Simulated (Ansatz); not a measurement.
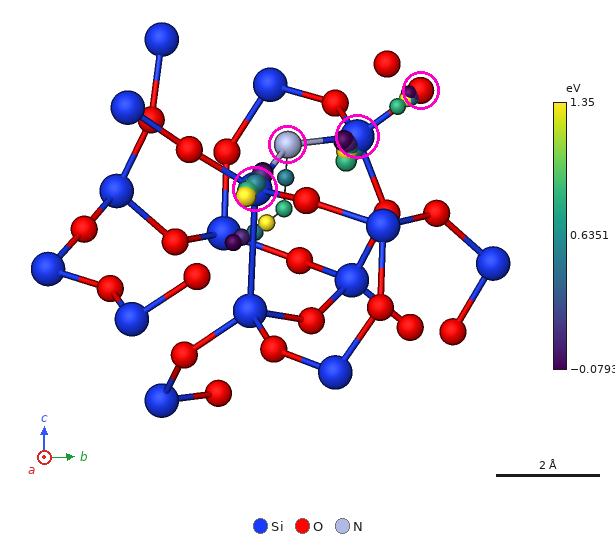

A nudged-elastic-band calculation for SiO2 with an O vacancy (47 atoms in the cell). Images are numbered from 0 (start) to 6 (end). The start is drawn whole; smaller spheres mark the moving atoms (Si, N, O) in the later images, joined by lines and coloured by the energy of the image relative to the start. Style: ball-and-stick. Shown: the atoms within 4.7 Å of the middle of the path, along the a axis. The atoms that move most are ringed. Bonds to atoms that aren't drawn are left out.

The calculation used Ansatz 0.2.0, DFT PBE, scalar-relativistic, plane waves, PAW. Run with plane-wave cutoff 420 eV; k-point mesh 1 × 1 × 2; Gaussian smearing 0.05 eV; spin collinear; 5 movable images; climbing image; force threshold 0.05 eV/Å; iteration limit 66; spring constant 2.0 eV/Å²; starting path by image-dependent pair potential.

What moves, how far, and at what cost in energy?

Answer. The N atom travels furthest, 2.22 Å from end to end, roughly along [0 −1 −2], on a path that bends up to 0.55 Å away from the straight line. At the highest image its nearest neighbour (Si) is 1.65 Å away, against 1.66 Å at the start, and the surrounding atoms stand up to 0.63 Å off the mean of their end positions. Breaking: N–Si (1.68 → 3.11 Å). Forming: N–Si (3.35 → 1.69 Å), Si–Si (3.17 → 2.50 Å). The energy climbs by 1.35 eV to image 3 and then falls by 1.43 eV, so the end point sits at −0.08 eV. The band converged in 30 iterations. The climbing image converged on the top of the path. A check of its curvatures didn't confirm a first-order saddle.

Limits of the set-up: the k-point mesh is coarse for a cell with partly filled bands; the periodic images lie only 7.0 Å apart, so the values are limited by the cell's size.

The run took 37 min on 4 threads of Arm Neoverse V1 (shared host), peak memory 5.1 GiB.

PAW datasets: the set soft_1.
